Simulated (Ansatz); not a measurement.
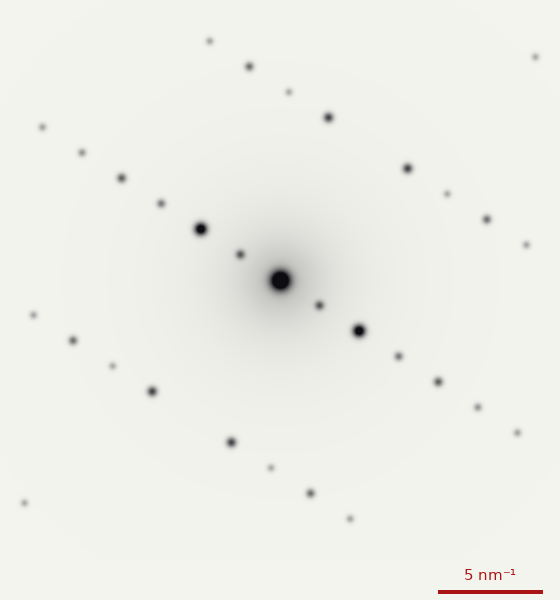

The pattern is a kinematic simulation for 200 kV electrons (no multiple scattering; isotropic B = 1 Å²).

It belongs to Al, space group C2/c (No. 15), a = 2.82 Å, b = 8.81 Å, c = 2.90 Å, β = 90.61°. Structure: coordinates from a relaxation with Ansatz 0.2.0, DFT, RPBE, plane waves (420 eV) with PAW, scalar-relativistic; the starting structure was generated, so it need not be a known form of this composition.

Q: Which low-index zone axis gives this pattern?

A: The spots form a rectangular net whose two shortest vectors correspond to d = 4.41 Å and 1.27 Å, 90.0° apart. They index as 0 2 0 and 2 0 -1 (itself extinct), so the zone axis is ±[102]. The zone [10-2] gives nearly the same net, so geometry alone does not settle it; this pattern was computed for [102].
